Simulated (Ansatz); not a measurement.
## Electronic structure of SnO in real space

The calculation's input:

```
crystal:
  lattice:
    - [3.8714649427, 0.0, 0.0]
    - [-1.9357324714, 3.3527869902, 0.0]
    - [0.0, 0.0, 7.457964339]
  atoms:
    - { symbol: Sn, position: [0.3333333333, 0.6666666667, 0.75] }
    - { symbol: Sn, position: [0.6666666667, 0.3333333333, 0.25] }
    - { symbol: O, position: [0.0, 0.0, 0.25] }
    - { symbol: O, position: [0.0, 0.0, 0.75] }
basis:
  ecutwfc: 420
kpoints:
  mp_grid: { grid: [12, 12, 6] }
hamiltonian:
  xc: pbe
scf:
  occupations: { method: gaussian, width: 0.1 }
output:
  forces: true
  stress: true
  eigenvalues: true
  write_density: true
  write_potential: true
  elf: true
  volumetric_format: npy
relax:
  adjacent_minimum: "off"
  f_tol: 0.01
  max_steps: 80
  cell: { stress_tol: 0.05 }
```

Command:

```sh
ansatz run input.yaml --threads 1 --pin off --max-ram 2048MiB --backend cpu --events-out ev --progress --plain --runs-dir out
```

Below, planes, directions and counts refer to the conventional cell (a = 3.90 Å, b = 3.90 Å, c = 8.58 Å, α = 90.00°, β = 90.00°, γ = 120.00°).

The fields are those of the relaxed geometry.

Space group P6₃/mmc; a structure generated by program, which may or may not match a known phase.

Theory: DFT PBE, scalar-relativistic, plane waves, PAW (Ansatz 0.2.0).

The density is the valence pseudo-density of a PAW calculation; it isn't the true density close to the nuclei.

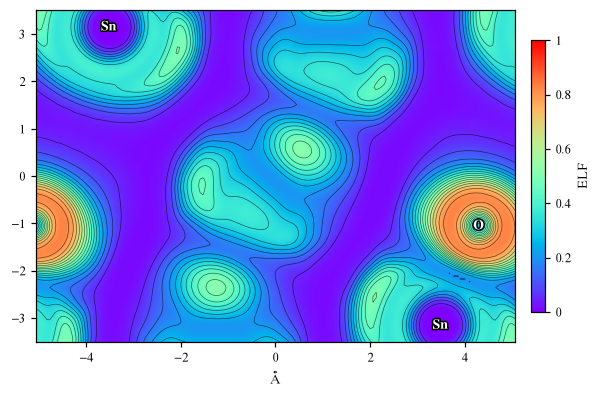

Figure 1. ELF on the (111) plane of the conventional cell.

Describe what can be read from this map.

Answer. The section cuts through Sn and O sites. Sn–O (2.25 Å): the ELF peaks at about 0.80 in the valence shell of O, 0.6 Å from its nucleus, and drops to about 0.20 between the two atoms; no shared electron pair shows on this line. The ELF also peaks beside O, away from the bonds: lone-pair regions.

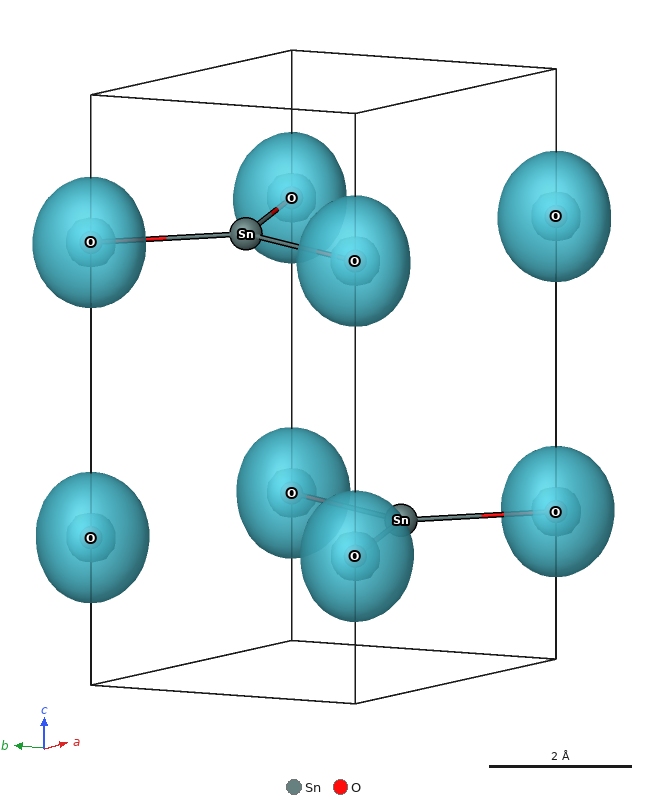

Figure 2. Isosurface of the electron localisation function at 0.7 (cyan), seen at an oblique angle. Core shells and regions of very low density are left out. Sticks mark near contacts.

Identify the bonds, lone pairs and shells in this picture.

Answer. The ELF exceeds this value in two regions wrapped around O (the valence shell of each), counted in one cell of 4 atoms. Any copies at cell faces, edges or corners count once.
